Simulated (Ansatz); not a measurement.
Si

Input

```
crystal:
  lattice:
    - [0.0, 3.8010408856, -3.8010408856]
    - [-3.8010408856, 0.0, -3.8010408856]
    - [-3.8010408856, 3.8010408856, 0.0]
  atoms:
    - { symbol: Si, position: [0.4605371254, 0.5394628746, 0.0394628746] }
    - { symbol: Si, position: [0.0, 0.5, 0.0] }
    - { symbol: Si, position: [0.5, 0.0, 0.0] }
    - { symbol: Si, position: [0.0, 0.0, 0.0] }
    - { symbol: Si, position: [0.5, 0.5, 0.5] }
    - { symbol: Si, position: [0.0, 0.5, 0.5] }
    - { symbol: Si, position: [0.5, 0.0, 0.5] }
    - { symbol: Si, position: [0.0, 0.0, 0.5] }
basis:
  ecutwfc: 420
kpoints:
  mp_grid: { grid: [14, 14, 14] }
hamiltonian:
  xc: pbe
  dispersion: d3bj
scf:
  occupations: { method: gaussian, width: 0.15 }
output:
  forces: true
  stress: true
  eigenvalues: true
  write_density: true
  write_potential: true
  elf: true
  volumetric_format: npy
```

Launched as:

```sh
ansatz run input.yaml --threads 2 --pin off --max-ram 5120MiB --backend cpu --events-out ev --progress --plain --runs-dir out
```

Below, planes, directions and counts refer to the conventional cell (a = 5.38 Å, b = 5.38 Å, c = 7.60 Å, α = 90.00°, β = 90.00°, γ = 90.00°).

Space group I4mm; a structure from a database of computed crystals, not necessarily the ambient phase; changed on purpose from its base cell (atom 1 (Si) moved by (-0.300, +0.000) A along x and y); not relaxed (largest force 1.0 eV/Å).

These are results of DFT PBE+D3(BJ), scalar-relativistic, plane waves, PAW in Ansatz, not measurements.

What can the converged valence pseudo-density and electron localisation function tell about the bonding?

Answer. Si–Si (2.48 Å): ρ at the midpoint is about 0.4 e/Å³; the ELF peaks at about 0.75 between the atoms.

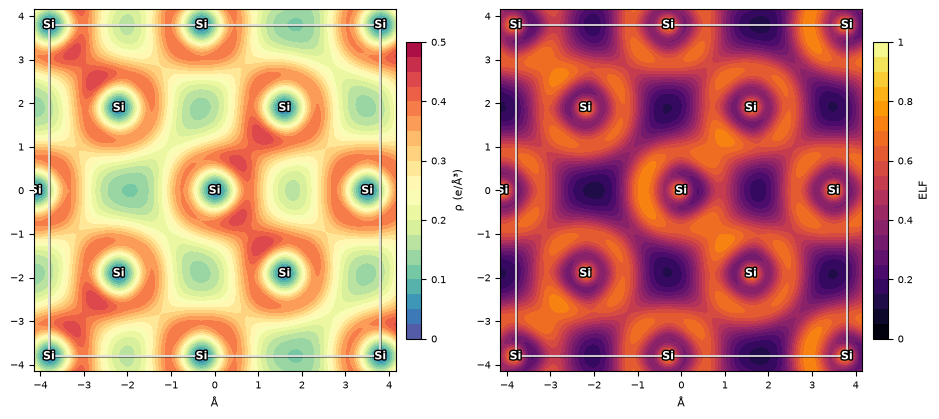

Computed valence pseudo-density and electron localisation function on the (110) plane of the conventional cell, in this order. 
